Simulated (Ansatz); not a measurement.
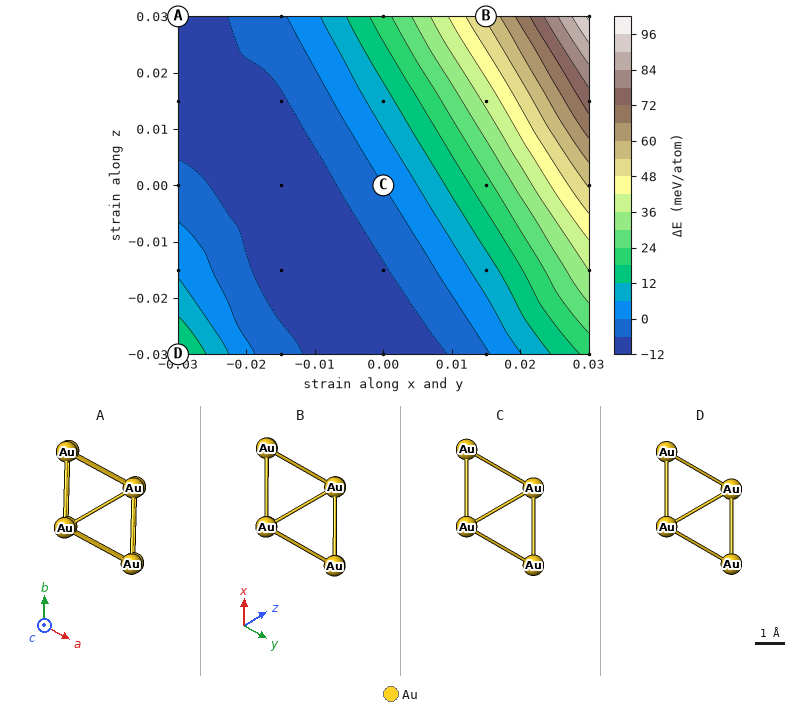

A scan of a crystal of Au (Im-3m): the cell is strained equally along x and y and separately along z, with the atoms kept at their fractional coordinates. x, y and z are the Cartesian axes of the input. The map is interpolated between the computed points (dots). The lettered frames are marked on it. Style: ball-and-stick. Shown: the cell of the calculation, along the c axis.

These are results of Ansatz 0.2.0, DFT r2SCAN, scalar-relativistic, plane waves, PAW, not measurements. Settings: plane-wave cutoff 500 eV; k-point mesh 20 × 20 × 20; occupations gaussian; smearing width 0.15 eV; no spin polarisation. Energies (free energies at the smearing named) are counted from the cell as listed in its source, which wasn't relaxed.

> What does the map show?

In pairs of (strain along x and y; strain along z): the lowest computed point lies at (−0.030, 0.030) (−10.2 meV/atom), the highest at (0.030, 0.030) (97.0 meV/atom). It lies on the edge of the grid, so the true minimum may be outside the range scanned. The pressure runs from −12.7 GPa at (0.030, 0.030) to 10.2 GPa at (−0.030, −0.030). The frames lie at A (−0.030, 0.030): −10.2 meV/atom, B (0.015, 0.030): 54.9 meV/atom, C (0.000, 0.000): 0.0 meV/atom, D (−0.030, −0.030): 19.0 meV/atom.
